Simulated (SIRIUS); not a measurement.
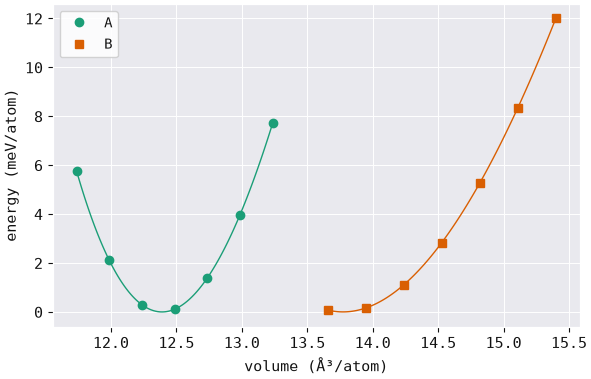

The figure compares two calculations of the energy against volume, each curve from its own zero. The first is for NaF, space group Fm-3m (No. 225).

The cell holds 2 atoms.

How it was computed, with SIRIUS 7.12.0: plane-wave DFT, no spin polarisation; energies at scaled volumes of the given cell, shape and fractions fixed, counted from the fit's minimum, third-order Birch-Murnaghan fit. Level: PBEsol.

```json
{"setting": "k mesh", "value": "10×10×10"}
{"setting": "occupations", "value": "Fermi–Dirac"}
{"setting": "smearing width", "value": "0.05 eV"}
{"setting": "potentials", "value": "dojo sr pbesol 0.4.1 standard"}
{"setting": "wave cutoff", "value": "1202 eV"}
{"setting": "density cutoff", "value": "4809 eV"}
```

In the second, F is replaced by H on all its sites, which gives NaH in the same structure. The second calculation uses k mesh 9×9×9.

**Which of A and B is the second calculation, and what did the change do?**

B. The equilibrium volume rises from 12.39 to 13.77 Å³/atom (+11 %) and the bulk modulus falls from 48.5 to 23.9 GPa (−51 %).

V0 and the bulk modulus come from third-order Birch–Murnaghan fits.
